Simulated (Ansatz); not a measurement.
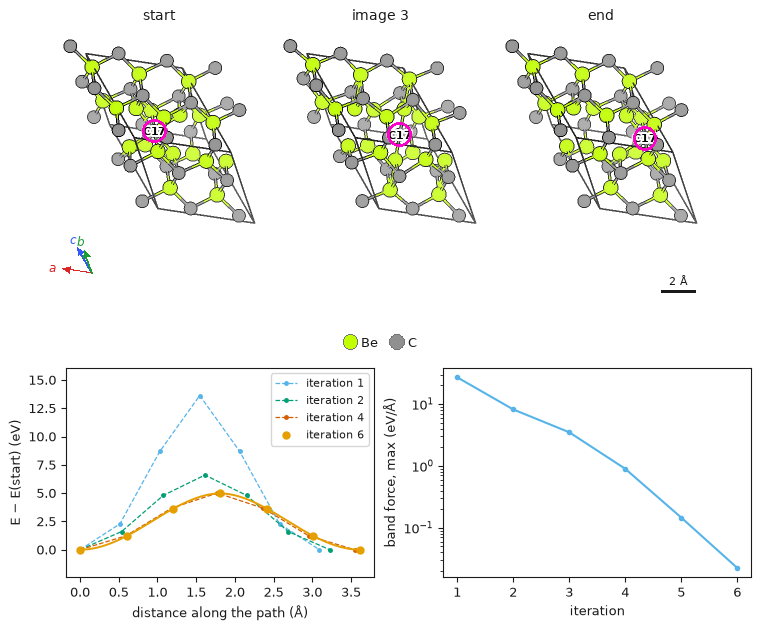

NEB run on a defect cell of composition Be₁₆C₇ (cell charge +4) with a C vacancy (23 atoms in the cell). Images are numbered from 0 (start) to 6 (end). The plot follows the band through its iterations. The picture is a ball-and-stick view of the reduced simulation cell (origin moved), seen from a free direction. The moving atom is ringed, with any periodic copies. Lengths and directions refer to the drawn axes. Bonds to atoms that aren't drawn are left out.

Theory: DFT PBE, scalar-relativistic, plane waves, PAW in Ansatz 0.2.0.

The input:
```yaml
crystal:
  lattice:
    - [-4.3284802126, -4.3284802126, 0.0]
    - [-4.3284802126, 0.0, -4.3284802126]
    - [0.0, -4.3284802126, -4.3284802126]
  atoms:
    - { symbol: Be, position: [0.3781986101, 0.3781986101, 0.3654041698] }
    - { symbol: Be, position: [0.8629883706, 0.4110348881, 0.3629883706] }
    - { symbol: Be, position: [0.4110348881, 0.8629883706, 0.3629883706] }
    - { symbol: Be, position: [0.8629883706, 0.8629883706, 0.3629883706] }
    - { symbol: Be, position: [0.3781986101, 0.3781986101, 0.8781986101] }
    - { symbol: Be, position: [0.8654041698, 0.3781986101, 0.8781986101] }
    - { symbol: Be, position: [0.3781986101, 0.8654041698, 0.8781986101] }
    - { symbol: Be, position: [0.8629883706, 0.8629883706, 0.9110348881] }
    - { symbol: Be, position: [0.1370116294, 0.1370116294, 0.0889651119] }
    - { symbol: Be, position: [0.6218013899, 0.1345958302, 0.1218013899] }
    - { symbol: Be, position: [0.1345958302, 0.6218013899, 0.1218013899] }
    - { symbol: Be, position: [0.6218013899, 0.6218013899, 0.1218013899] }
    - { symbol: Be, position: [0.1370116294, 0.1370116294, 0.6370116294] }
    - { symbol: Be, position: [0.5889651119, 0.1370116294, 0.6370116294] }
    - { symbol: Be, position: [0.1370116294, 0.5889651119, 0.6370116294] }
    - { symbol: Be, position: [0.6218013899, 0.6218013899, 0.6345958302] }
    - { symbol: C, position: [0.5, 0.0, 0.5] }
    - { symbol: C, position: [0.0, 0.5, 0.5] }
    - { symbol: C, position: [0.5, 0.5, 0.5] }
    - { symbol: C, position: [0.0, 0.0, 1.0] }
    - { symbol: C, position: [0.5, 0.0, 1.0] }
    - { symbol: C, position: [0.0, 0.5, 1.0] }
    - { symbol: C, position: [0.5, 0.5, 1.0] }
total_charge: 4
basis:
  ecutwfc: 420
kpoints:
  mp_grid: { grid: [4, 4, 4] }
hamiltonian:
  xc: pbe
scf:
  occupations: { method: gaussian, width: 0.05 }
output:
  forces: true
neb:
  images: 5
  f_tol: 0.05
  max_iterations: 60
  order_check: false
  final_atoms:
    - { symbol: Be, position: [0.3629883073, 0.411035078, 0.3629883073] }
    - { symbol: Be, position: [0.8781986204, 0.3781986204, 0.3654041387] }
    - { symbol: Be, position: [0.3629883073, 0.8629883073, 0.3629883073] }
    - { symbol: Be, position: [0.911035078, 0.8629883073, 0.3629883073] }
    - { symbol: Be, position: [0.3654041387, 0.3781986204, 0.8781986204] }
    - { symbol: Be, position: [0.8781986204, 0.3781986204, 0.8781986204] }
    - { symbol: Be, position: [0.3629883073, 0.8629883073, 0.911035078] }
    - { symbol: Be, position: [0.8781986204, 0.8654041387, 0.8781986204] }
    - { symbol: Be, position: [0.1218013796, 0.1345958613, 0.1218013796] }
    - { symbol: Be, position: [0.6370116927, 0.1370116927, 0.088964922] }
    - { symbol: Be, position: [0.1218013796, 0.6218013796, 0.1218013796] }
    - { symbol: Be, position: [0.6345958613, 0.6218013796, 0.1218013796] }
    - { symbol: Be, position: [0.088964922, 0.1370116927, 0.6370116927] }
    - { symbol: Be, position: [0.6370116927, 0.1370116927, 0.6370116927] }
    - { symbol: Be, position: [0.1218013796, 0.6218013796, 0.6345958613] }
    - { symbol: Be, position: [0.6370116927, 0.588964922, 0.6370116927] }
    - { symbol: C, position: [0.0, 0.0, 0.5] }
    - { symbol: C, position: [0.0, 0.5, 0.5] }
    - { symbol: C, position: [0.5, 0.5, 0.5] }
    - { symbol: C, position: [0.0, 0.0, 1.0] }
    - { symbol: C, position: [0.5, 0.0, 1.0] }
    - { symbol: C, position: [0.0, 0.5, 1.0] }
    - { symbol: C, position: [0.5, 0.5, 1.0] }
  climbing: false
```

Command:
```bash
ansatz run input.yaml --threads 4 --pin off --max-ram 9216MiB --backend cpu --events-out ev --progress --plain --runs-dir out
```

How did the profile develop, and is the result final?

The run is converged, with reservations. The band converged in 6 iterations. The largest component of the band force went from 27 to 0.022 eV/Å. No image climbed, so the highest image needn't lie on the saddle point, and the true maximum along this path can be higher. The first iteration put the highest image at 13.63 eV. The barrier is about 4.97 eV in both directions, with image 3 at the top; the ends have the same energy.

Limits of the set-up: the periodic images lie only 6.1 Å apart, so the values are limited by the cell's size; the cell is charged, on a uniform background, and energies carry no finite-size correction.

The run took 5.3 min on 4 threads of Arm Neoverse V1 (shared host), peak memory 1.7 GiB.
